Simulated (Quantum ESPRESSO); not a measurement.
# Fields calculation of Ta2H (part 1 of 3)

Ta2H (P1, 3 atoms in the cell), computed with Kohn-Sham DFT of a periodic cell, PBEsol with D3, PseudoDojo 0.4 SR PBE stringent, no spin polarisation (Quantum ESPRESSO 7.5).

The structure derives from a Materials Project entry.

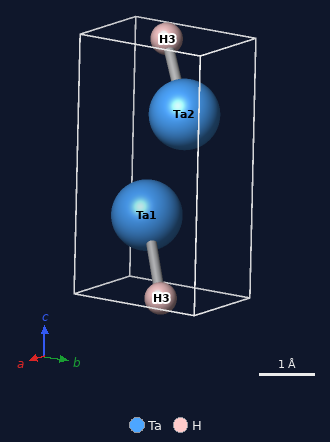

Figure 1. The input geometry (ball-and-stick view of the cell of the calculation, seen slightly off an axis; atoms are numbered from 1 in the order of the input). An atom can appear more than once, as a periodic image.

### Results in brief

```json
{"quantity": "outcome", "value": "converged"}
{"quantity": "space group (tolerance 0.01 Å)", "value": "P1 (1)"}
{"quantity": "electrons treated", "value": "55"}
{"quantity": "free energy", "value": "−17643.9314 eV"}
{"quantity": "Fermi energy", "value": "23.708 eV"}
{"quantity": "gap on the k-point mesh", "value": "none (metallic)"}
{"quantity": "pressure", "value": "3.05 GPa"}
{"quantity": "largest force (length of the vector)", "value": "0.916 eV/Å"}
{"quantity": "hardware", "value": "1 thread of AMD EPYC (Zen 4), 16 GiB of memory available, shared host"}
{"quantity": "wall time", "value": "3.4 min"}
{"quantity": "peak memory", "value": "0.42 GiB"}
```

Further notes kept with the run: potentials made for another functional. Points of doubt noted for this run: coarse mesh; potentials made for another functional. Spin–orbit coupling is left out, which matters for Ta.

### Input
```
&CONTROL
  calculation = 'scf'
  prefix = 'pwscf'
  outdir = './tmp'
  pseudo_dir = './pseudo'
  tprnfor = .true.
  tstress = .true.
  disk_io = 'low'
/
&SYSTEM
  ibrav = 0
  A = 2.67683173
  nat = 3
  ntyp = 2
  ecutwfc = 132
  nbnd = 37
  input_dft = 'pbesol'
  occupations = 'smearing'
  smearing = 'gaussian'
  degauss = 0.01469973
  vdw_corr = 'grimme-d3'
  dftd3_version = 3
/
&ELECTRONS
  conv_thr = 6d-10
  electron_maxstep = 120
  mixing_beta = 0.5
/
ATOMIC_SPECIES
Ta   180.9479 Ta.upf
H      1.0080 H.upf
CELL_PARAMETERS alat
   0.8304875107   -0.5567593784    0.0175923199
   0.9043232202    0.6670250505    0.0188456411
  -0.1759823655   -0.0116295618    1.7898603137
ATOMIC_POSITIONS alat
Ta     0.3524602726    0.0267900806    0.4913919805
Ta     1.2022902680    0.0813845786    1.3519386284
H      0.6955008246    0.0339647255    1.7910469600
K_POINTS automatic
7 6 4 0 0 0
```

### File pp_density.in
```
&INPUTPP
  prefix = 'pwscf'
  outdir = './tmp'
  filplot = 'density.dat'
  plot_num = 0
/
&PLOT
  nfile = 1
  filepp(1) = 'density.dat'
  iflag = 3
  output_format = 6
  fileout = 'density.cube'
/
```

### File pp_potential.in
```
&INPUTPP
  prefix = 'pwscf'
  outdir = './tmp'
  filplot = 'potential.dat'
  plot_num = 11
/
&PLOT
  nfile = 1
  filepp(1) = 'potential.dat'
  iflag = 3
  output_format = 6
  fileout = 'potential.cube'
/
```

### File pp_elf.in
```
&INPUTPP
  prefix = 'pwscf'
  outdir = './tmp'
  filplot = 'elf.dat'
  plot_num = 8
/
&PLOT
  nfile = 1
  filepp(1) = 'elf.dat'
  iflag = 3
  output_format = 6
  fileout = 'elf.cube'
/
```

### File pp_potential_ks.in
```
&INPUTPP
  prefix = 'pwscf'
  outdir = './tmp'
  filplot = 'potential_ks.dat'
  plot_num = 1
/
&PLOT
  nfile = 1
  filepp(1) = 'potential_ks.dat'
  iflag = 3
  output_format = 6
  fileout = 'potential_ks.cube'
/
```

Run as:
```bash
OMP_NUM_THREADS=1 pw.x -in pw.in > pw.out
OMP_NUM_THREADS=1 pp.x -in pp_density.in > pp_density.out
OMP_NUM_THREADS=1 pp.x -in pp_potential.in > pp_potential.out
OMP_NUM_THREADS=1 pp.x -in pp_elf.in > pp_elf.out
OMP_NUM_THREADS=1 pp.x -in pp_potential_ks.in > pp_potential_ks.out
```

### The program's output
```
This program is part of the open-source Quantum ESPRESSO suite
     for quantum simulation of materials; please cite
         "P. Giannozzi et al., J. Phys.:Condens. Matter 21 395502 (2009);
         "P. Giannozzi et al., J. Phys.:Condens. Matter 29 465901 (2017);
         "P. Giannozzi et al., J. Chem. Phys. 152 154105 (2020);
          URL
     in publications or presentations arising from this work. More details at

     IMPORTANT: XC functional enforced from input :
     Exchange-correlation= PBESOL
                           (   1   4  10   8   0   0   0)
     Any further DFT definition will be discarded
     Please, verify this is what you really want

     G-vector sticks info
     --------------------
     sticks:   dense  smooth     PW     G-vecs:    dense   smooth      PW
     Sum        1135    1135    339                50315    50315    8067

     Using Slab Decomposition

     bravais-lattice index     =            0
     lattice parameter (alat)  =       5.0585  a.u.
     unit-cell volume          =     245.4897 (a.u.)^3
     number of atoms/cell      =            3
     number of atomic types    =            2
     number of electrons       =        55.00
     number of Kohn-Sham states=           37
     kinetic-energy cutoff     =     132.0000  Ry
     charge density cutoff     =     528.0000  Ry
     scf convergence threshold =      6.0E-10
     mixing beta               =       0.5000
     number of iterations used =            8  plain     mixing
     Exchange-correlation= PBESOL
                           (   1   4  10   8   0   0   0)

     celldm(1)=   5.058479  celldm(2)=   0.000000  celldm(3)=   0.000000
     celldm(4)=   0.000000  celldm(5)=   0.000000  celldm(6)=   0.000000

     crystal axes: (cart. coord. in units of alat)
               a(1) = (   0.830488  -0.556759   0.017592 )
               a(2) = (   0.904323   0.667025   0.018846 )
               a(3) = (  -0.175982  -0.011630   1.789860 )

     reciprocal axes: (cart. coord. in units 2 pi/alat)
               b(1) = (  0.629604 -0.855182  0.056347 )
               b(2) = (  0.525320  0.785385  0.056753 )
               b(3) = ( -0.011719  0.000136  0.557551 )

     PseudoPot. # 1 for Ta read from file:
     Ta.upf
     Pseudo is Norm-conserving + core correction, Zval = 27.0
     Generated using ONCVPSP code by D. R. Hamann
     Using radial grid of 1450 points,  8 beta functions with:
                l(1) =   0
                l(2) =   0
                l(3) =   1
                l(4) =   1
                l(5) =   2
                l(6) =   2
                l(7) =   3
                l(8) =   3

     PseudoPot. # 2 for H  read from file:
     H.upf
     Pseudo is Norm-conserving, Zval =  1.0
     Generated using ONCVPSP code by D. R. Hamann
     Using radial grid of 1166 points,  3 beta functions with:
                l(1) =   0
                l(2) =   0
                l(3) =   1

     atomic species   valence    mass     pseudopotential
     Ta               27.00   180.94790     Ta( 1.00)
     H                 1.00     1.00800     H ( 1.00)

     No symmetry found

   Cartesian axes

     site n.     atom                  positions (alat units)
         1        Ta     tau(   1) = (   0.3524603   0.0267901   0.4913920  )
         2        Ta     tau(   2) = (   1.2022903   0.0813846   1.3519386  )
         3        H      tau(   3) = (   0.6955008   0.0339647   1.7910470  )

     --------------------------------------------
     DFT-D3 Dispersion Correction (3-body terms):
     --------------------------------------------
       Reference C6 values for interpolation:

         atom   Coordination number   C6
         H          0.912             6.05
         H          0.000            15.18
         Ta         0.000          2327.65
         Ta         1.946          1319.50
         Ta         2.899           917.54

       Values used:

         atom   Coordination number  R0_AB[au]  C6      C8
         Ta        13.577            3.872    917.54 163439.10
         Ta        13.779            3.872    917.54 163439.10
         H          3.169            2.062      6.05     73.18

         Molecular C6 ( Ry / a.u.^6 ) =      3968.96

     number of k points=    86  Gaussian smearing, width (Ry)=  0.0147
                       cart. coord. in units 2pi/alat
        k(    1) = (   0.0000000   0.0000000   0.0000000), wk =   0.0119048
        k(    2) = (  -0.0029299   0.0000340   0.1393879), wk =   0.0238095
        k(    3) = (   0.0058597  -0.0000680  -0.2787757), wk =   0.0119048
        k(    4) = (   0.0875534   0.1308974   0.0094589), wk =   0.0238095
        k(    5) = (   0.0846235   0.1309315   0.1488468), wk =   0.0238095
        k(    6) = (   0.0934131   0.1308294  -0.2693168), wk =   0.0238095
        k(    7) = (   0.0904832   0.1308634  -0.1299289), wk =   0.0238095
        k(    8) = (   0.1751067   0.2617949   0.0189178), wk =   0.0238095
        k(    9) = (   0.1721769   0.2618289   0.1583057), wk =   0.0238095
        k(   10) = (   0.1809664   0.2617268  -0.2598579), wk =   0.0238095
        k(   11) = (   0.1780366   0.2617609  -0.1204700), wk =   0.0238095
        k(   12) = (  -0.2626601  -0.3926923  -0.0283767), wk =   0.0119048
        k(   13) = (  -0.2655899  -0.3926583   0.1110111), wk =   0.0238095
        k(   14) = (  -0.2568004  -0.3927604  -0.3071524), wk =   0.0119048
        k(   15) = (   0.0899434  -0.1221688   0.0080496), wk =   0.0238095
        k(   16) = (   0.0870136  -0.1221348   0.1474375), wk =   0.0238095
        k(   17) = (   0.0958032  -0.1222368  -0.2707261), wk =   0.0238095
        k(   18) = (   0.0928733  -0.1222028  -0.1313382), wk =   0.0238095
        k(   19) = (   0.1774968   0.0087286   0.0175085), wk =   0.0238095
        k(   20) = (   0.1745669   0.0087627   0.1568964), wk =   0.0238095
        k(   21) = (   0.1833565   0.0086606  -0.2612672), wk =   0.0238095
        k(   22) = (   0.1804267   0.0086946  -0.1218793), wk =   0.0238095
        k(   23) = (   0.2650502   0.1396261   0.0269674), wk =   0.0238095
        k(   24) = (   0.2621203   0.1396601   0.1663553), wk =   0.0238095
        k(   25) = (   0.2709099   0.1395580  -0.2518083), wk =   0.0238095
        k(   26) = (   0.2679800   0.1395921  -0.1124204), wk =   0.0238095
        k(   27) = (  -0.1727166  -0.5148611  -0.0203271), wk =   0.0238095
        k(   28) = (  -0.1756465  -0.5148271   0.1190607), wk =   0.0238095
        k(   29) = (  -0.1668569  -0.5149291  -0.2991028), wk =   0.0238095
        k(   30) = (  -0.1697868  -0.5148951  -0.1597150), wk =   0.0238095
        k(   31) = (  -0.0851633  -0.3839637  -0.0108682), wk =   0.0238095
        k(   32) = (  -0.0880931  -0.3839297   0.1285197), wk =   0.0238095
        k(   33) = (  -0.0793035  -0.3840317  -0.2896439), wk =   0.0238095
        k(   34) = (  -0.0822334  -0.3839977  -0.1502561), wk =   0.0238095
        k(   35) = (   0.0023901  -0.2530662  -0.0014093), wk =   0.0238095
        k(   36) = (  -0.0005398  -0.2530322   0.1379786), wk =   0.0238095
        k(   37) = (   0.0082498  -0.2531343  -0.2801850), wk =   0.0238095
        k(   38) = (   0.0053200  -0.2531003  -0.1407971), wk =   0.0238095
        k(   39) = (   0.1798869  -0.2443376   0.0160992), wk =   0.0238095
        k(   40) = (   0.1769570  -0.2443036   0.1554871), wk =   0.0238095
        k(   41) = (   0.1857466  -0.2444056  -0.2626765), wk =   0.0238095
        k(   42) = (   0.1828168  -0.2443716  -0.1232886), wk =   0.0238095
        k(   43) = (   0.2674403  -0.1134402   0.0255581), wk =   0.0238095
        k(   44) = (   0.2645104  -0.1134061   0.1649460), wk =   0.0238095
        k(   45) = (   0.2733000  -0.1135082  -0.2532176), wk =   0.0238095
        k(   46) = (   0.2703701  -0.1134742  -0.1138297), wk =   0.0238095
        k(   47) = (   0.3549936   0.0174573   0.0350171), wk =   0.0238095
        k(   48) = (   0.3520637   0.0174913   0.1744049), wk =   0.0238095
        k(   49) = (   0.3608533   0.0173892  -0.2437587), wk =   0.0238095
        k(   50) = (   0.3579235   0.0174233  -0.1043708), wk =   0.0238095
        k(   51) = (  -0.0827732  -0.6370299  -0.0122775), wk =   0.0238095
        k(   52) = (  -0.0857031  -0.6369959   0.1271104), wk =   0.0238095
        k(   53) = (  -0.0769135  -0.6370979  -0.2910532), wk =   0.0238095
        k(   54) = (  -0.0798433  -0.6370639  -0.1516654), wk =   0.0238095
        k(   55) = (   0.0047802  -0.5061325  -0.0028186), wk =   0.0238095
        k(   56) = (   0.0018503  -0.5060985   0.1365693), wk =   0.0238095
        k(   57) = (   0.0106399  -0.5062005  -0.2815943), wk =   0.0238095
        k(   58) = (   0.0077100  -0.5061665  -0.1422064), wk =   0.0238095
        k(   59) = (   0.0923335  -0.3752350   0.0066403), wk =   0.0238095
        k(   60) = (   0.0894037  -0.3752010   0.1460282), wk =   0.0238095
        k(   61) = (   0.0981933  -0.3753031  -0.2721354), wk =   0.0238095
        k(   62) = (   0.0952634  -0.3752690  -0.1327475), wk =   0.0238095
        k(   63) = (   0.2698303  -0.3665064   0.0241489), wk =   0.0238095
        k(   64) = (   0.2669005  -0.3664724   0.1635367), wk =   0.0238095
        k(   65) = (   0.2756901  -0.3665744  -0.2546269), wk =   0.0238095
        k(   66) = (   0.2727602  -0.3665404  -0.1152390), wk =   0.0238095
        k(   67) = (   0.3573837  -0.2356089   0.0336078), wk =   0.0238095
        k(   68) = (   0.3544538  -0.2355749   0.1729956), wk =   0.0238095
        k(   69) = (   0.3632434  -0.2356770  -0.2451679), wk =   0.0238095
        k(   70) = (   0.3603136  -0.2356430  -0.1057801), wk =   0.0238095
        k(   71) = (   0.4449371  -0.1047115   0.0430667), wk =   0.0238095
        k(   72) = (   0.4420072  -0.1046775   0.1824545), wk =   0.0238095
        k(   73) = (   0.4507968  -0.1047795  -0.2357090), wk =   0.0238095
        k(   74) = (   0.4478669  -0.1047455  -0.0963212), wk =   0.0238095
        k(   75) = (   0.0071703  -0.7591987  -0.0042279), wk =   0.0238095
        k(   76) = (   0.0042404  -0.7591647   0.1351600), wk =   0.0238095
        k(   77) = (   0.0130300  -0.7592667  -0.2830036), wk =   0.0238095
        k(   78) = (   0.0101001  -0.7592327  -0.1436157), wk =   0.0238095
        k(   79) = (   0.0947236  -0.6283013   0.0052310), wk =   0.0238095
        k(   80) = (   0.0917938  -0.6282672   0.1446189), wk =   0.0238095
        k(   81) = (   0.1005833  -0.6283693  -0.2735447), wk =   0.0238095
        k(   82) = (   0.0976535  -0.6283353  -0.1341568), wk =   0.0238095
        k(   83) = (   0.1822770  -0.4974038   0.0146899), wk =   0.0238095
        k(   84) = (   0.1793471  -0.4973698   0.1540778), wk =   0.0238095
        k(   85) = (   0.1881367  -0.4974719  -0.2640858), wk =   0.0238095
        k(   86) = (   0.1852068  -0.4974378  -0.1246979), wk =   0.0238095

     Dense  grid:    50315 G-vectors     FFT dimensions: (  40,  45,  72)

     Initial potential from superposition of free atoms

     starting charge      54.9982, renormalised to      55.0000
     Starting wfcs are   35 randomized atomic wfcs +    2 random wfcs

     Self-consistent Calculation

     iteration #  1     ecut=   132.00 Ry     beta= 0.50
     Davidson diagonalization with overlap
     ethr =  1.00E-02,  avg # of iterations =  3.0

     Threshold (ethr) on eigenvalues was too large:
     Diagonalizing with lowered threshold

     Davidson diagonalization with overlap
     ethr =  1.88E-04,  avg # of iterations =  1.6

     total energy              =   -1296.78743776 Ry
     estimated scf accuracy    <       0.10886594 Ry

     iteration #  2     ecut=   132.00 Ry     beta= 0.50
     Davidson diagonalization with overlap
     ethr =  1.98E-04,  avg # of iterations =  2.0

     total energy              =   -1296.80053300 Ry
     estimated scf accuracy    <       0.01277954 Ry

     iteration #  3     ecut=   132.00 Ry     beta= 0.50
     Davidson diagonalization with overlap
     ethr =  2.32E-05,  avg # of iterations =  3.2

     total energy              =   -1296.80066304 Ry
     estimated scf accuracy    <       0.02852245 Ry

     iteration #  4     ecut=   132.00 Ry     beta= 0.50
     Davidson diagonalization with overlap
     ethr =  2.32E-05,  avg # of iterations =  2.2

     total energy              =   -1296.80462484 Ry
     estimated scf accuracy    <       0.00217715 Ry

     iteration #  5     ecut=   132.00 Ry     beta= 0.50
     Davidson diagonalization with overlap
     ethr =  3.96E-06,  avg # of iterations =  2.3

     total energy              =   -1296.80497511 Ry
     estimated scf accuracy    <       0.00046191 Ry

     iteration #  6     ecut=   132.00 Ry     beta= 0.50
     Davidson diagonalization with overlap
     ethr =  8.40E-07,  avg # of iterations =  2.2

     total energy              =   -1296.80503846 Ry
     estimated scf accuracy    <       0.00001098 Ry

     iteration #  7     ecut=   132.00 Ry     beta= 0.50
     Davidson diagonalization with overlap
     ethr =  2.00E-08,  avg # of iterations =  2.0

     total energy              =   -1296.80504006 Ry
     estimated scf accuracy    <       0.00000237 Ry

     iteration #  8     ecut=   132.00 Ry     beta= 0.50
     Davidson diagonalization with overlap
     ethr =  4.31E-09,  avg # of iterations =  2.0

     total energy              =   -1296.80504040 Ry
     estimated scf accuracy    <       0.00000025 Ry

     iteration #  9     ecut=   132.00 Ry     beta= 0.50
     Davidson diagonalization with overlap
     ethr =  4.57E-10,  avg # of iterations =  2.0

     total energy              =   -1296.80504043 Ry
     estimated scf accuracy    <          6.1E-09 Ry

     iteration # 10     ecut=   132.00 Ry     beta= 0.50
     Davidson diagonalization with overlap
     ethr =  1.10E-11,  avg # of iterations =  2.0

     total energy              =   -1296.80504043 Ry
     estimated scf accuracy    <          9.5E-10 Ry

     iteration # 11     ecut=   132.00 Ry     beta= 0.50
     Davidson diagonalization with overlap
     ethr =  1.73E-12,  avg # of iterations =  2.0

     End of self-consistent calculation

          k = 0.0000 0.0000 0.0000 (  6293 PWs)   bands (ev):

   -43.5337 -43.4185 -10.7342  -9.9407  -9.6775  -9.5753  -9.2868  -9.2060
     5.0589   5.0704   5.0788   5.0806   5.0970   5.1027   5.1213   5.1292
     5.1397   5.1465   5.1500   5.1637   5.2063   5.2537  13.7742  18.9098
    21.6663  21.8076  23.1562  24.0084  25.0455  27.1027  27.3370  27.6685
    28.6640  30.6265  32.5322  33.5306  36.4937

          k =-0.0029 0.0000 0.1394 (  6294 PWs)   bands (ev):

   -43.5223 -43.4302 -10.5900  -9.9078  -9.7795  -9.6697  -9.2790  -9.2182
     5.0615   5.0731   5.0817   5.0838   5.0988   5.1051   5.1173   5.1261
     5.1378   5.1437   5.1486   5.1606   5.2055   5.2520  14.2927  18.4671
    21.5293  21.9385  23.0305  24.2040  24.7646  27.0159  27.1962  27.4674
    28.3419  29.4718  32.6260  35.4547  37.6130

          k = 0.0059-0.0001-0.2788 (  6300 PWs)   bands (ev):

   -43.5067 -43.4459 -10.3260 -10.0549  -9.8583  -9.7273  -9.2667  -9.2347
     5.0646   5.0764   5.0842   5.0877   5.1011   5.1076   5.1128   5.1226
     5.1357   5.1402   5.1470   5.1574   5.2047   5.2504  15.0523  17.6465
    21.5947  22.3393  22.6597  23.7748  25.8522  26.1052  26.8955  27.4100
    28.1624  28.3954  33.5928  36.5095  37.9461

          k = 0.0876 0.1309 0.0095 (  6287 PWs)   bands (ev):

   -43.5181 -43.4164 -10.6492 -10.0826  -9.8415  -9.6358  -9.3032  -9.2221
     5.0647   5.0717   5.0777   5.0839   5.0950   5.1058   5.1227   5.1303
     5.1381   5.1420   5.1470   5.1644   5.2026   5.2497  14.4242  19.6726
    20.8580  21.9351  22.9077  23.5751  25.4599  27.0482  27.4752  27.7963
    29.0632  30.9640  31.9154  34.3355  38.0638

          k = 0.0846 0.1309 0.1488 (  6301 PWs)   bands (ev):

   -43.5069 -43.4278 -10.5519 -10.0571  -9.8775  -9.7359  -9.2889  -9.2369
     5.0662   5.0746   5.0797   5.0843   5.0972   5.1084   5.1199   5.1283
     5.1380   5.1409   5.1453   5.1608   5.2027   5.2481  14.7806  19.1418
    21.5233  21.7557  22.5638  23.5683  25.5783  26.9691  27.5576  27.7171
    28.4185  29.4769  32.1122  36.8057  38.2580

          k = 0.0934 0.1308-0.2693 (  6279 PWs)   bands (ev):

   -43.4955 -43.4393 -10.3708 -10.2360  -9.8426  -9.7817  -9.2826  -9.2447
     5.0696   5.0774   5.0835   5.0859   5.0965   5.1092   5.1162   5.1250
     5.1355   5.1389   5.1450   5.1600   5.2024   5.2477  15.3754  18.3216
    21.5493  22.1448  22.3867  22.8827  26.2043  27.0701  27.3421  27.7350
    28.3714  28.8932  33.0031  37.0161  37.9976

          k = 0.0905 0.1309-0.1299 (  6289 PWs)   bands (ev):
```
